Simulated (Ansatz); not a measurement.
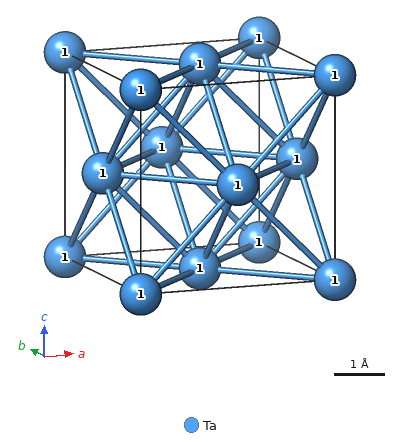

*The structure as given in the input (ball-and-stick view of the cell 4 times as large as that of the calculation, set on its symmetry axes, seen slightly off an axis; atoms are numbered from 1 in the order of the input).*

Near neighbours in the crystal (not all of them lie inside the picture): Ta has 12 Ta at 2.99 Å.

# Single-point calculation of Ta

Ta (Fm-3m, 1 atom in the cell), computed with DFT, PBE, plane waves, norm-conserving potentials (Ansatz 0.2.0).

The structure derives from an entry of the Crystallography Open Database. The run did not end well. Figures and captions count atoms from 1; the log counts them from 0 in places.

### The input
```yaml
crystal:
  lattice:
    - [0.0, 2.1115096338, 2.1115096338]
    - [2.1115096338, 0.0, 2.1115096338]
    - [2.1115096338, 2.1115096338, 0.0]
  atoms:
    - { symbol: Ta, position: [0.0, 0.0, 0.0] }
  symmetry: { detect: false }
kpoints:
  mp_grid: { grid: [18, 18, 18] }
hamiltonian:
  xc: pbe
  pseudopotentials: { kind: nc, accuracy: standard }
scf:
  occupations: { method: gaussian, width: 0.1 }
output:
  forces: true
  eigenvalues: true
  stress: true
```

Hardware: 1 thread of Intel Xeon @ 2.50GHz (Skylake/Cascade Lake), 64 GiB of memory available, shared host.

Run as:
```bash
ansatz run input.yaml --threads 1 --pin off --max-ram 3072MiB --backend cpu --events-out ev --progress --plain --runs-dir out
```

### The program's output
```
Engine: ansatz 0.2.0, x86_64-unknown-linux-gnu
Pseudopotentials: kind: nc
Pseudopotential: Ta, nc, valence charge 13, recommended cutoff 789.130201 eV (normal), Ta.nc.azcp (PseudoDojo's, or run here from an input of PseudoDojo's; its table is named by hamiltonian.pseudopotentials.accuracy)
Functional definition: PBE
  parameter kappa = 0.804
  parameter beta = 0.06672455060314922
  exchange = pbe_x(kappa = kappa, mu = beta*pi^2/3)
  correlation = pbe_c(beta = beta)
Crystal: 1 atoms, lattice volume = 18.828 Å³
Basis set: ecut = 789.130201 eV, 941 PW (Γ), exchange–correlation on 60×60×60 points (8 copies of the dense FFT grid, shifted against one another)
Bands: 11, of which v1, the nominal top of the filled ones, is band 7 counted from 1 (6 counted from 0)
Symmetry: 1 space group operations
k-points: 2920 of 5832 (time reversal used)
Non-local potential: Ta, projectors of the file, l = 0: 2, l = 1: 2, l = 2: 2, l = 3: 2
Initial density: superposition of atomic densities (chi_scale 0.1, normalization cell)
Initial wavefunctions: pseudopotential atomic-orbital guess
Functional: x = pbe(κ = 0.804, μ = 0.2195149727645171), c = pbe(β = 0.06672455060314922)
SCF iter   1: F=—  HF=-1771.462990 eV  |F-HF|=—  |Δ(HF+E_count)|=         —  Δρ=4.66e-2  dr2=4.16e-1  ethr=3.10e-3  ⟨swp⟩=6.0  Hψ=223431  notcnv=0
preconditioner: auto → none  [metal: Δε(μ)=0.023 eV  Ē_g=7.998 eV  σ=0.100 eV  W_gap=0.13  n_scr=0 (ndim 8)  ℏωp=19.1 eV  f_vac=0.000  D(μ)=1.16/eV (n_scr^D=14)]
```

### Outcome

- outcome: stopped at the time limit
- space group (tolerance 0.01 Å): Fm-3m (225)
- wall time: 55 s
- peak memory: 1.4 GiB

### What went wrong

Settings chosen away from the usual ones: crystal.symmetry set to {"detect": false}; hamiltonian.pseudopotentials set to {"kind": "nc", "accuracy": "standard"}; basis.ecutwfc removed. The run was cut off by its time limit, so the output is incomplete.
